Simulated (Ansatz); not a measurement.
## Run report: MoS₂, single-point calculation (part 2 of 2)

MoS₂ (6 atoms in the cell); DFT LDA+U, scalar-relativistic, plane waves, PAW, Ueff = 2 eV on Mo atom 1 d; Ueff = 2 eV on Mo atom 2 d, spin-polarised (Ansatz 0.2.0); cutoff 420 eV, 7×7×2 k-mesh, Gaussian smearing of 0.05 eV, collinear spins. The structure derives from an entry of the Crystallography Open Database. It belongs to a series of runs on one base structure; here: natural orbitals of the symmetric run, filled by rank.

Geometry of the input (Å; fractional positions):
```
3.1610  0.0000  0.0000
-1.5805  2.7375  0.0000
0.0000  0.0000  12.2950
Mo 0.3333  0.6667  0.2500
Mo 0.6667  0.3333  0.7500
S  0.3333  0.6667  0.6275
S  0.6667  0.3333  0.1275
S  0.3333  0.6667  0.8725
S  0.6667  0.3333  0.3725
```

### Log, continued
```
SCF iter   1: F=—  HF=-13163.588930 eV  |F-HF|=—  |Δ(HF+E_count)|=         —  Δρ=7.19e-2 (↑7.19e-2 ↓7.19e-2)  dr2=1.57e1  dr2_m=2.71e0  M=-0.000 μB ∫|m|=1.199 μB  β_m=0.30  ethr=3.10e-3  ⟨swp⟩=6.6  Hψ=9935  notcnv=0
preconditioner: auto → Kerker (q_TF=auto, 2.421 Å⁻¹)  [metal: Δε(μ)=0.018 eV  Ē_g=9.420 eV  σ=0.050 eV  W_gap=0.19  n_scr=26 (ndim 8)  ℏωp=21.6 eV  f_vac=0.004  D(μ)=3.11/eV (n_scr^D=14)]
spin=Collinear: Kerker preconditioning applied to the charge; magnetization (m = ρ↑ − ρ↓) channel mixes plain (no charge-response kernel on spin).
SCF iter   2: F=—  HF=-13161.193712 eV  |F-HF|=—  |Δ(HF+E_count)|=    2.40e0  Δρ=4.49e-2 (↑4.49e-2 ↓4.49e-2)  dr2=3.82e0  dr2_m=1.26e0  M=0.000 μB ∫|m|=1.266 μB  β_m=0.30  ethr=3.10e-3  ⟨swp⟩=3.0  Hψ=4654  notcnv=0  defer=118
SCF iter   3: F=—  HF=-13160.517809 eV  |F-HF|=—  |Δ(HF+E_count)|=   6.76e-1  Δρ=2.57e-2 (↑2.57e-2 ↓2.57e-2)  dr2=6.28e-1  dr2_m=5.49e-1  M=-0.000 μB ∫|m|=1.361 μB  β_m=0.30  ethr=3.10e-3  ⟨swp⟩=3.1  Hψ=4143  notcnv=0  defer=122
SCF iter   4: F=—  HF=-13160.651155 eV  |F-HF|=—  |Δ(HF+E_count)|=   1.33e-1  Δρ=2.27e-2 (↑2.27e-2 ↓2.27e-2)  dr2=7.73e-1  dr2_m=3.96e-1  M=0.000 μB ∫|m|=1.093 μB  β_m=0.30  ethr=1.21e-3  ⟨swp⟩=3.5  Hψ=4294  notcnv=0  defer=158
SCF iter   5: F=—  HF=-13160.565001 eV  |F-HF|=—  |Δ(HF+E_count)|=   8.62e-2  Δρ=1.43e-2 (↑1.43e-2 ↓1.43e-2)  dr2=5.11e-2  dr2_m=1.92e-1  M=-0.000 μB ∫|m|=1.083 μB  β_m=0.30  ethr=1.21e-3  ⟨swp⟩=2.7  Hψ=3559  notcnv=0  defer=158
SCF iter   6: F=—  HF=-13160.593839 eV  |F-HF|=—  |Δ(HF+E_count)|=   2.88e-2  Δρ=1.07e-2 (↑1.07e-2 ↓1.07e-2)  dr2=2.36e-2  dr2_m=1.08e-1  M=0.000 μB ∫|m|=1.008 μB  β_m=0.30  ethr=9.83e-5  ⟨swp⟩=2.4  Hψ=3824  notcnv=0  defer=154
SCF iter   7: F=—  HF=-13160.607340 eV  |F-HF|=—  |Δ(HF+E_count)|=   1.35e-2  Δρ=7.67e-3 (↑7.67e-3 ↓7.67e-3)  dr2=1.55e-3  dr2_m=5.71e-2  M=-0.000 μB ∫|m|=0.975 μB  β_m=0.30  ethr=4.53e-5  ⟨swp⟩=2.1  Hψ=3298  notcnv=0  defer=154
Mixer restart at iter 7: flushing history
spin-set hold released at iteration 7 (site moments contracting): the magnetisation degrees of freedom join the quasi-Newton model from the next iteration; the mixer history was flushed
SCF iter   8: F=—  HF=-13160.617070 eV  |F-HF|=—  |Δ(HF+E_count)|=   9.73e-3  Δρ=5.65e-3 (↑5.65e-3 ↓5.65e-3)  dr2=8.94e-4  dr2_m=3.10e-2  M=-0.000 μB ∫|m|=0.943 μB  β_m=0.65  ethr=2.99e-6  ⟨swp⟩=2.1  Hψ=2794  notcnv=0  defer=154
SCF iter   9: F=—  HF=-13160.629090 eV  |F-HF|=—  |Δ(HF+E_count)|=   1.20e-2  Δρ=3.28e-4 (↑3.28e-4 ↓3.28e-4)  dr2=2.29e-4  dr2_m=9.16e-5  M=-0.000 μB ∫|m|=0.850 μB  β_m=0.76  ethr=1.72e-6  ⟨swp⟩=2.8  Hψ=3924  notcnv=0  defer=154
SCF iter  10: F=—  HF=-13160.629161 eV  |F-HF|=—  |Δ(HF+E_count)|=   7.06e-5  Δρ=1.47e-4 (↑1.47e-4 ↓1.47e-4)  dr2=5.71e-5  dr2_m=1.54e-5  M=0.000 μB ∫|m|=0.842 μB  β_m=0.88  ethr=4.41e-7  ⟨swp⟩=2.0  Hψ=2714  notcnv=0  defer=154
SCF iter  11: F=—  HF=-13160.629175 eV  |F-HF|=—  |Δ(HF+E_count)|=   1.46e-5  Δρ=4.23e-5 (↑4.22e-5 ↓4.23e-5)  dr2=3.24e-5  dr2_m=3.15e-8  M=-0.000 μB ∫|m|=0.838 μB  β_m=0.88  ethr=1.10e-7  ⟨swp⟩=2.0  Hψ=3214  notcnv=0  defer=154
Mixer restart at iter 11: flushing history
SCF iter  12: F=—  HF=-13160.642480 eV  |F-HF|=—  |Δ(HF+E_count)|=         —  Δρ=8.68e-5 (↑8.68e-5 ↓8.68e-5)  dr2=9.86e-5  dr2_m=2.10e-7  M=-0.000 μB ∫|m|=0.837 μB  β_m=0.88  ethr=6.22e-8  ⟨swp⟩=2.1  Hψ=2420  notcnv=0  defer=154
SCF iter  13: F=—  HF=-13164.625417 eV  |F-HF|=—  |Δ(HF+E_count)|=    3.98e0  Δρ=9.76e-3 (↑9.76e-3 ↓9.76e-3)  dr2=6.69e-1  dr2_m=2.48e-2  M=0.000 μB ∫|m|=0.375 μB  β_m=0.23  ethr=6.22e-8  ⟨swp⟩=5.4  Hψ=7424  notcnv=0  defer=154
SCF iter  14: F=—  HF=-13164.640422 eV  |F-HF|=—  |Δ(HF+E_count)|=   1.50e-2  Δρ=6.88e-3 (↑6.88e-3 ↓6.88e-3)  dr2=2.62e-1  dr2_m=1.94e-2  M=0.000 μB ∫|m|=0.318 μB  β_m=0.34  ethr=6.22e-8  ⟨swp⟩=4.0  Hψ=7044  notcnv=0  defer=166
SCF iter  15: F=—  HF=-13164.668463 eV  |F-HF|=—  |Δ(HF+E_count)|=   2.80e-2  Δρ=2.97e-3 (↑2.97e-3 ↓2.97e-3)  dr2=1.34e-2  dr2_m=6.33e-3  M=0.000 μB ∫|m|=0.215 μB  β_m=0.91  ethr=6.22e-8  ⟨swp⟩=4.2  Hψ=6744  notcnv=0  defer=166
SCF iter  16: F=—  HF=-13164.735314 eV  |F-HF|=—  |Δ(HF+E_count)|=   6.69e-2  Δρ=2.88e-4 (↑2.88e-4 ↓2.88e-4)  dr2=7.37e-4  dr2_m=4.09e-5  M=0.000 μB ∫|m|=0.011 μB  β_m=0.96  ethr=6.22e-8  ⟨swp⟩=4.1  Hψ=6510  notcnv=0  defer=166
SCF iter  17: F=—  HF=-13164.735273 eV  |F-HF|=—  |Δ(HF+E_count)|=   4.07e-5  Δρ=1.20e-4 (↑1.20e-4 ↓1.20e-4)  dr2=2.82e-4  dr2_m=1.50e-6  M=0.000 μB ∫|m|=0.002 μB  β_m=0.98  ethr=6.22e-8  ⟨swp⟩=2.2  Hψ=4316  notcnv=0  defer=160
SCF iter  18: F=—  HF=-13164.735233 eV  |F-HF|=—  |Δ(HF+E_count)|=   4.00e-5  Δρ=4.02e-5 (↑4.02e-5 ↓4.02e-5)  dr2=1.74e-5  dr2_m=6.42e-7  M=0.000 μB ∫|m|=0.001 μB  β_m=0.99  ethr=6.22e-8  ⟨swp⟩=2.1  Hψ=3164  notcnv=0  defer=160
SCF iter  19: F=—  HF=-13164.735233 eV  |F-HF|=—  |Δ(HF+E_count)|=   8.65e-7  Δρ=8.05e-6 (↑8.05e-6 ↓7.99e-6)  dr2=2.04e-7  dr2_m=3.13e-8  M=0.000 μB ∫|m|=0.000 μB  β_m=0.99  ethr=3.35e-8  ⟨swp⟩=2.0  Hψ=2785  notcnv=0  defer=160
iter 20 did not close the SCF: its close was put off for a magnetic moment that had not settled (scf_convergence_deferred on its scf_iter line)
SCF iter  20: F=-13164.735233 eV  HF=-13164.735233 eV  |F-HF|=6.33e-10  |Δ(HF+E_count)|=   9.35e-8  Δρ=1.60e-6 (↑1.56e-6 ↓1.60e-6)  dr2=5.38e-9  dr2_m=8.34e-10  M=0.000 μB ∫|m|=0.000 μB  β_m=1.00  ethr=1.92e-10  ⟨swp⟩=15.2  Hψ=15378  notcnv=0
SCF iter  21: F=-13164.735233 eV  HF=-13164.735233 eV  |F-HF|=5.09e-11  |Δ(HF+E_count)|=   2.48e-9  Δρ=3.54e-7 (↑3.54e-7 ↓3.40e-7)  dr2=3.43e-10  dr2_m=4.53e-11  M=0.000 μB ∫|m|=0.000 μB  ethr=1.03e-11  ⟨swp⟩=5.0  Hψ=11285  notcnv=0
WARN: the starting moments were not kept: the SCF closed with an absolute magnetisation of 9.6e-6 μB, where they sum to 4 μB in size (2 sites). That is at most 0.1 of that sum. Measured as dr2_m measures the in/out step, that magnetisation stands 1.2e-11 eV from none, at or under the dr2_threshold of 1.0e-7 eV: it is no larger than a step whose dr2_m would equal this threshold. The system may hold no moment; this SCF shows only that its start led to no more than that. To try another start: raise the starting moments (crystal.atoms[].spin, magnetization.per_species, magnetization.initial_magnetization, or on a non-collinear deck that types none of these the spinor_matrix: blocks that start its atoms; where the total moment is fixed, keep their sum and leave initial_magnetization as it is; typed ones take the place of any that the run laid by itself, positive ones on a crystal's lanthanoids without a Hubbard term where scf.initial_density.shell_occupations: [] is typed) or, if the notice of its spin-set hold's release reads "site moments contracting" or "site moments show no strong build", lengthen the hold (scf.mixing.spin_hold: { on: { confirm: 4 } }; for m-r²SCAN on two components see the key's manual first). Each may lead to a state that holds a moment. A second SCF, from the converged charge density, with the starting moments and any scf.initial_density.shell_occupations laid on it anew, would have followed, and was not run: the deck does not ask for one (magnetization.retry_lost_moments is false, the default). To let it run, set magnetization.retry_lost_moments: true and run the deck again, where that key's refused combinations let it; where memory then withholds it, that run's warning says so.
WARN: hamiltonian.hubbard: on 4 of 4 specified blocks the occupation matrix of this SCF's result fails the test of the specified filling. At site 0 ↑ (sites count from 0 in the list of atoms of the cell that this SCF solves) the least filled combination of the orbitals specified full has occupation 0.535, and the fullest combination of the orbitals specified empty has occupation 0.535; the filling counts as kept where the first is at least 0.75 and exceeds the second by more than 0.25. The same holds at site 0 ↓, site 1 ↑, site 1 ↓. The state of this SCF's result may not hold the specified filling, though these bounds can also misjudge a state that does. This warning does not say which state is lower in energy, or whether the specified filling is a self-consistent state at all; see hamiltonian.hubbard.sites[].starting_ns, Limitations, and scf.initial_density.shell_occupations in the input reference
SCF 1 converged in 21 iterations: F = -13164.735233 eV  dr2 = 3.43e-10
  greatest PAW one-centre occupation: 0.999 electrons in one spin orbital (limit 2), on the Mo atom at site 1 (counted from 0), in its partial waves of l = 0
```

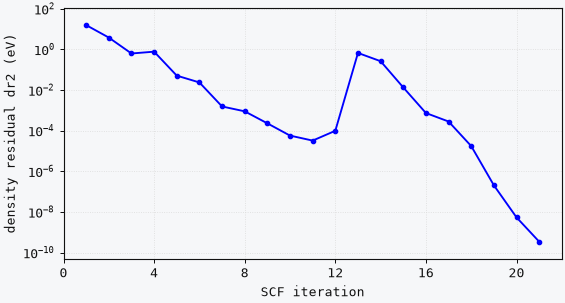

**Figure 1.** Convergence of the self-consistent field: density residual dr2 against the SCF iteration. The residual falls unevenly and jumps up by a factor of two or more 2 times on the way down.

```
SCF converged after 21 iterations
Magnetization: 0.0000 μB (26.0000 up, 26.0000 down)
Absolute magnetization: 0.0000 μB (∫|ρ↑−ρ↓|, with the PAW one-centre terms)
Spin contamination: 0.0000 ħ² per cell (⟨S²⟩ above its minimum at these occupations)
Per-site moments (μB) at R_I (Å): [(-3.948339652607327e-7, 0.9760741621119455), (3.9116128590710735e-7, 0.9760741621119459), (-2.0796829406200674e-7, 0.9760741621119459), (2.0942233824180545e-7, 0.9760741621119455), (-2.0796829410751655e-7, 0.9760741621119459), (2.094223382142639e-7, 0.9760741621119455)]
Free energy (F): -13164.735233 eV
Harris-Foulkes:  -13164.735233 eV  (|F-HF|=5.09e-11)
Internal energy: -13164.735233 eV  (E = F + TS)
E sigma→0 (E₀):  -13164.735233 eV
Fermi energy:    11.311186 eV
--- Per-component energies (eV) ---
  E_band       = -322.298141
  E_kinetic    = 1320.645733
  E_local      = -4096.558355  (includes V_loc(G=0)·N_el)
  E_nonlocal   = 413.064742
  E_hartree    = 1585.681986
  E_xc         = -753.978456
  E_vxc        = -813.589055  (∫ρ·V_xc dr)
  E_hubbard    = 4.949925  (on-site DFT+U / exact-exchange correction)
  E_vhub       = -0.575074  (the Hubbard potential's part of the band-sum identity)
  E_paw        = -8453.987969  (= ΣΔE_a)
  E_vpaw       = -316.650317  (= ΣTr[D̂ρ^β])
  E_aug_tail   = 0.000033  (compensation charges beyond the density's cutoff)
  E_ewald      = -3186.111296
  E_core_change = 1.558423  (= ΣΔE_core)
  E_smearing   = -0.000000  (= −TS)
  E_closure    = -0.000000  (closes the sum)
  Σ components = -13164.735233   (vs F -13164.735233, Δ=0.00e0)
--- Specified on-site occupations, and those of the state reported ---
  electrons in the specified blocks: 4.2000 specified, 10.4749 found
  site 0 (l=d) ↓: largest change of an orbital's occupation 0.5753; electrons 0.1000 specified, 2.6187 found; spectral distance 1.1307
  site 1 (l=d) ↑: largest change of an orbital's occupation 0.5753; electrons 0.1000 specified, 2.6187 found; spectral distance 1.1307
  site 0 (l=d) ↑: largest change of an orbital's occupation 0.5146; electrons 2.0000 specified, 2.6187 found; spectral distance 1.0063
  site 1 (l=d) ↓: largest change of an orbital's occupation 0.5146; electrons 2.0000 specified, 2.6187 found; spectral distance 1.0063
--- Forces (eV/Å), atoms counted from 1 ---
  atom   1  Mo     0.00000000     0.00000408     0.00000000
  atom   2  Mo     0.00000000    -0.00000408     0.00000000
  atom   3  S      0.00000000     0.00000080    -0.73898899
  atom   4  S      0.00000000    -0.00000080    -0.73898699
  atom   5  S      0.00000000     0.00000080     0.73898899
  atom   6  S      0.00000000    -0.00000080     0.73898699
  max |Σ_I F_I| component: 7.35e-9 eV/Å
--- Stress (GPa, compression-positive) ---
       -1.307322       0.000000       0.000000
        0.000000      -1.307321       0.000000
        0.000000       0.000000       5.558380
  P = ⅓ Tr σ = 0.9812 GPa (9.812 kbar)
--- Band table (eV; the first three rows and the last of 64) ---
  k-point 0 ↑: bands = ["-50.5684", "-50.5683", "-24.7994", "-24.7994", "-24.5833", "-24.5833", "-24.5833", "-24.5833", "-4.3442", "-4.1320", "-2.8861", "-2.5029", "3.6736", "4.5895", "7.0804", "7.0804", "7.0895", "7.0895", "7.4169", "8.3631", "8.3631", "8.3994", "8.3994", "9.6387", "9.6481", "10.8521", "12.9232", "12.9232", "12.9373", "12.9373", "13.2250", "13.2250", "13.3747", "13.3747"]
  k-point 1 ↑: bands = ["-50.5683", "-50.5683", "-24.7994", "-24.7994", "-24.5833", "-24.5833", "-24.5833", "-24.5833", "-4.2493", "-4.2493", "-2.6861", "-2.6861", "4.0749", "4.0749", "7.0849", "7.0849", "7.0849", "7.0849", "8.2659", "8.2659", "8.3812", "8.3812", "8.3812", "8.3812", "10.5711", "10.5711", "12.9267", "12.9267", "12.9267", "12.9267", "13.3030", "13.3030", "13.3030", "13.3030"]
  k-point 2 ↑: bands = ["-50.5601", "-50.5600", "-24.7831", "-24.7830", "-24.6650", "-24.6650", "-24.6017", "-24.6017", "-4.0320", "-3.8237", "-2.7572", "-2.4102", "4.0013", "4.8912", "6.5118", "6.5482", "6.7462", "7.4065", "7.4271", "7.5129", "7.9186", "7.9642", "8.6979", "9.6057", "9.7836", "10.2252", "12.5359", "12.6799", "12.8601", "12.8779", "13.0107", "13.0497", "13.4054", "13.4956"]
  k-point 31 ↓: bands = ["-50.5303", "-50.5303", "-24.9204", "-24.9204", "-24.7231", "-24.7231", "-24.7028", "-24.7028", "-2.6065", "-2.6065", "-2.0965", "-2.0965", "4.5062", "4.5062", "5.3636", "5.3636", "6.0843", "6.0843", "6.8057", "6.8057", "7.7873", "7.7873", "8.7044", "8.7044", "9.1994", "9.1994", "12.2433", "12.2433", "12.6001", "12.6001", "13.5176", "13.5176", "14.7639", "14.7639"]
Occupation matrices written to [file]
--- Löwdin populations: 6 sites ---
  site symbol       q [e]    m [muB]
     0     Mo     13.7372    -0.0000
     1     Mo     13.7372     0.0000
     2      S      6.0272    -0.0000
     3      S      6.0272     0.0000
     4      S      6.0272    -0.0000
     5      S      6.0272     0.0000
  spilling = 0.008019 (of n_electrons = 52.000000)
--- Occupation matrices: 2 shells (run DFT+U table (all-electron-ortho-atomic); ε = 1.03e-3) ---
  Mo0 d_4D: site group D3h (-6m2)
  Mo0 d_4D up     Tr n = 2.6187  λ = 0.477 0.477 0.535 0.535 0.595  [2× xz 0.50 E''(1.00) | 2× x2-y2 0.50 E'(1.00) | z2 1.00 A1'(1.00)]
  Mo0 d_4D dn     Tr n = 2.6187  λ = 0.477 0.477 0.535 0.535 0.595  [2× xz 0.50 E''(1.00) | 2× x2-y2 0.50 E'(1.00) | z2 1.00 A1'(1.00)]
  specified occupation → Mo0 d_4D up: matrix, ‖Δ‖_F = 1.0063, Tr Δ = -0.6187, displaced = 1.1195, d_λ = 1.0063; orbital distance = 0.7071
  specified occupation → Mo0 d_4D dn: matrix, ‖Δ‖_F = 1.1307, Tr Δ = -2.5187, displaced = 1.2594, d_λ = 1.1307; orbital distance = 0.0000
  Mo1 d_4D: site group D3h (-6m2)
  Mo1 d_4D up     Tr n = 2.6187  λ = 0.477 0.477 0.535 0.535 0.595  [2× xz 0.50 E''(1.00) | 2× x2-y2 0.50 E'(1.00) | z2 1.00 A1'(1.00)]
  Mo1 d_4D dn     Tr n = 2.6187  λ = 0.477 0.477 0.535 0.535 0.595  [2× xz 0.50 E''(1.00) | 2× x2-y2 0.50 E'(1.00) | z2 1.00 A1'(1.00)]
  specified occupation → Mo1 d_4D up: matrix, ‖Δ‖_F = 1.1307, Tr Δ = -2.5187, displaced = 1.2594, d_λ = 1.1307; orbital distance = 0.0000
  specified occupation → Mo1 d_4D dn: matrix, ‖Δ‖_F = 1.0063, Tr Δ = -0.6187, displaced = 1.1195, d_λ = 1.0063; orbital distance = 0.7071
  Tr n, λ and their labels are of the run-group-symmetrised matrices; stabiliser: 48 of 48 elements of G0×{1,Θ} (closed), max defect 5.1e-6 at τ = 2.2e-4
```

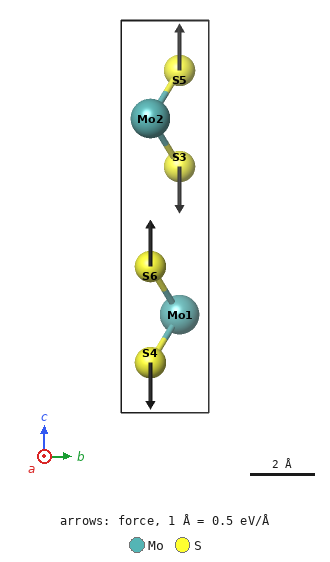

**Figure 2.** Forces on the atoms as black arrows (ball-and-stick view of the cell of the calculation, along the a axis; atoms are numbered from 1 in the order of the input). The largest act on all 4 S atoms (0.74 eV/Å). The geometry is not a stationary point of this energy.

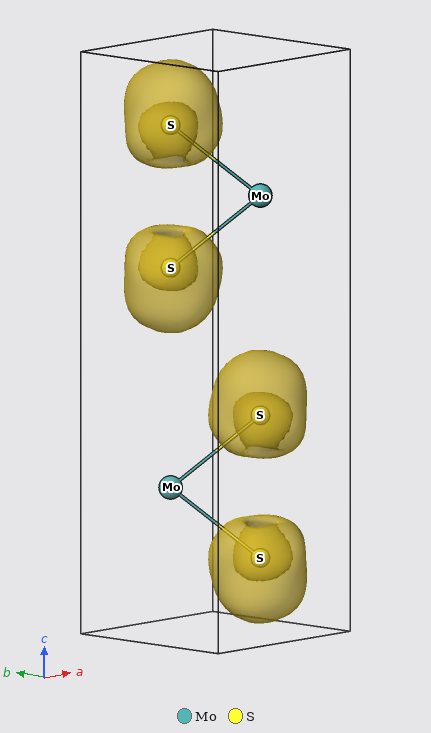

**Figure 3.** Isosurface of the ELF at 0.75 (yellow), seen at an oblique angle. Only the valence region is drawn (cores and ρ < 0.01 e/Å³ removed). Sticks mark near contacts. The outline is the cell set on symmetry axes. Profiles from the grid: Mo–S (2.37 Å): the ELF is about 0.45 at the midpoint. In a PAW calculation such maps are meaningful between the atoms, not at the nuclei.

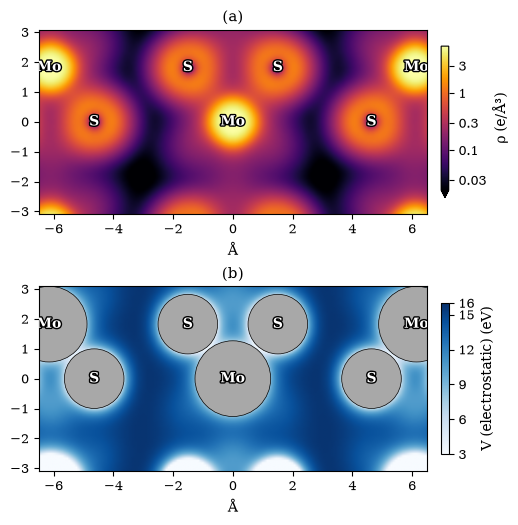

**Figure 4.** (a) valence electron density; (b) electrostatic potential (local pseudopotential plus Hartree) felt by an electron on the (110) plane of the conventional cell. Grey discs, where drawn, cover atomic cores. Atoms in the plane: Mo and S. Mo–S (2.37 Å): ρ is about 0.65 e/Å³ halfway. Away from the nuclei the density in this plane falls to 0.01 e/Å³ at its lowest. Outside the cores the potential energy rises away from the atoms and is highest about 1.9 Å from the nearest atoms; outside the discs it spans about 12 eV, and its zero is arbitrary.
